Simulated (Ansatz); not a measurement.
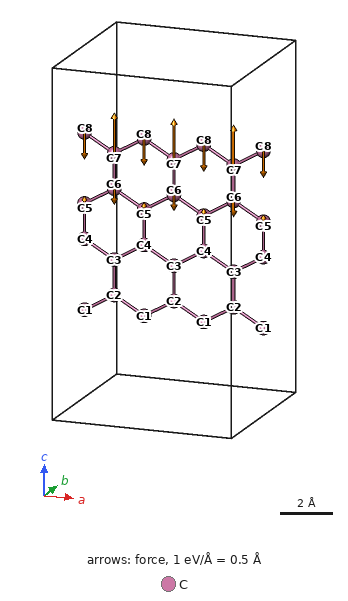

Starting geometry of a slab of composition C (cut from the P6/mmm phase) with the computed forces as orange arrows. The picture is a ball-and-stick view of the 3 repeat of the cell, with the vacuum cut short, seen slightly off an axis.

Case: clean slab, lower half held. The slab is the (1 0 0) face of C. 4 atoms are held fixed.

Computed with DFT PBEsol, scalar-relativistic, plane waves, PAW (Ansatz).

The input:
```yaml
crystal:
  lattice:
    - [2.458814022, 0.0, 0.0]
    - [0.0, 8.5228814198, 0.0]
    - [0.0, 0.0, 24.0979846874]
  atoms:
    - { symbol: C, position: [0.0, 0.0, 0.3527265915] }
    - { symbol: C, position: [0.5, 0.0, 0.3821812732] }
    - { symbol: C, position: [0.5, 0.0, 0.4410906366] }
    - { symbol: C, position: [0.0, 0.0, 0.4705453183] }
    - { symbol: C, position: [0.0, 0.0, 0.5294546817] }
    - { symbol: C, position: [0.5, 0.0, 0.5589093634] }
    - { symbol: C, position: [0.5, 0.0, 0.6178187268] }
    - { symbol: C, position: [0.0, 0.0, 0.6472734085] }
basis:
  ecutwfc: 420
kpoints:
  mp_grid: { grid: [12, 4, 1] }
hamiltonian:
  xc: pbesol
scf:
  occupations: { method: gaussian, width: 0.1 }
output:
  forces: true
  eigenvalues: true
  write_density: true
  write_potential: true
  elf: true
  volumetric_format: npy
relax:
  adjacent_minimum: "off"
  f_tol: 0.03
  max_steps: 70
  constraints: [{ sites: [0, 1, 2, 3] }]
efield:
  axis: 3
  dipole_correction: true
  ramp_width: 0.04
```

Launched with:
```bash
ansatz run input.yaml --threads 1 --pin off --max-ram 2560MiB --backend cpu --events-out ev --progress --plain --runs-dir out
```

**What follows when this structure is relaxed?**

It isn't relaxed: the largest force vector, on C7, is 3.29 eV/Å. The atoms end up moving mostly along the starting forces (cosine between the two patterns 0.95). Over 3 accepted moves (4 points after the start) the energy falls by 0.131 eV per cell of the calculation. The largest force component goes from 3.3 to 0.0014 eV/Å. The line search rejected the trial step at point 3 of the run. The atom that moves furthest is C7 (0.051 Å). The cell stays as it was. Among the contacts that change: C6–C7 1.420 → 1.472 Å, C7–C8 1.420 → 1.376 Å, C4–C5 1.420 → 1.433 Å, C5–C6 1.420 → 1.412 Å. Bond angles that change, for instance: C8–C7–C8 120.0° → 126.6°, C6–C7–C8 120.0° → 116.7°. The run took 100 s on 1 thread of Intel(R) Xeon(R) Platinum 8488C (Sapphire Rapids), on a shared host, peak memory 0.68 GiB.
